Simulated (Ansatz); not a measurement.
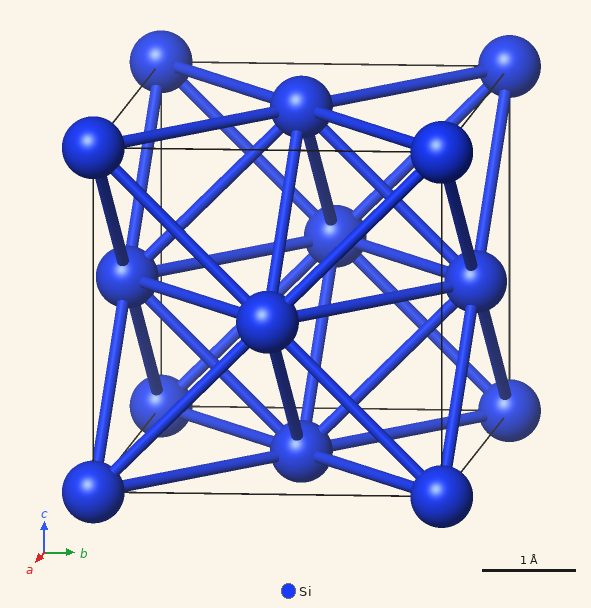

The figure gives a ball-and-stick picture of the atoms, viewed slightly off an axis. The edges of the drawn cell (a repeat of the simulation cell) are marked.

Si, a = 3.82 Å, b = 3.82 Å, c = 3.82 Å, α = 87.99°, β = 90.00°, γ = 90.00°.

Level of theory and settings: DFT PBEsol, scalar-relativistic, plane waves, PAW (Ansatz), cutoff 420 eV, k-points about 0.13 Å⁻¹ apart, Gaussian smearing of 0.15 eV, no spin polarisation.

**Is it conducting or gapped at this level?**

A metal: bands cross the Fermi level.

**Which way would the volume go on relaxing?**

The computed pressure is 0.7 GPa (compressed: it would expand).

Provenance: a structure listed in the Materials Project. The cell was then strained or its atoms displaced on purpose. It was run through Ansatz as a DFT input.
